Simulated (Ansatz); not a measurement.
```
CELL_PARAMETERS angstrom
3.62739 0.00000 0.00000
0.00000 8.60566 0.00000
0.00000 0.00000 27.51002
ATOMIC_POSITIONS crystal
S 0.00000 0.31011 0.27663
S 0.50000 0.08935 0.27327
Zr 0.50000 0.26943 0.34113
S 0.50000 0.56215 0.35445
S 0.00000 0.23560 0.40536
Zr 0.00000 0.52877 0.41929
S 0.00000 0.82230 0.43283
S 0.50000 0.50166 0.48400
Zr 0.50000 0.79392 0.49714
S 0.50000 0.08773 0.51132
S 0.00000 0.76530 0.56198
Zr 0.00000 0.05815 0.57518
S 0.00000 0.35256 0.58712
S 0.50000 0.02691 0.64106
Zr 0.50000 0.31520 0.65046
S 0.50000 0.63341 0.66515
S 0.00000 0.28247 0.72011
Zr 0.00000 0.55594 0.71647
```

The SCF solution may not be the lowest one.

All numbers below come from Ansatz, DFT PBEsol, scalar-relativistic, plane waves, PAW.

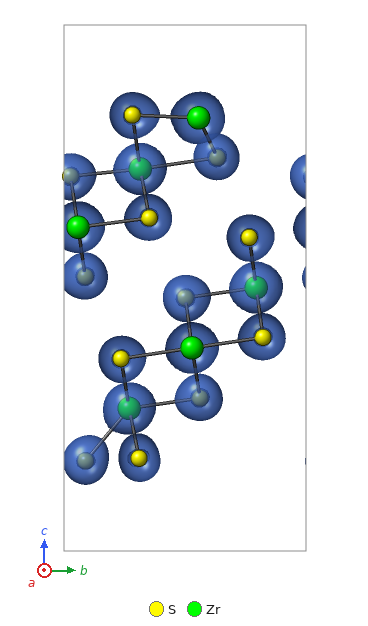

ZrS2 (slab). Isosurface of the valence pseudo-density at 0.8 e/Å³ (blue), seen along the a axis. Sticks mark near contacts.

Which contacts does the surface bridge?

At this value the density breaks into separate islands; it holds about 50 % of the electrons treated as valence (semicore included). It bridges none of the near contacts. It is pinched off along the sampled Zr–S (2.36 Å), Zr–S (2.43 Å), Zr–S (2.49 Å) and Zr–S (2.54 Å) contacts. On the grid the lowest density along these lines, outside the cores, is 0.65 e/Å³ (Zr–S, 2.36 Å), 0.58 e/Å³ (Zr–S, 2.43 Å), 0.49 e/Å³ (Zr–S, 2.49 Å) and 0.45 e/Å³ (Zr–S, 2.54 Å).
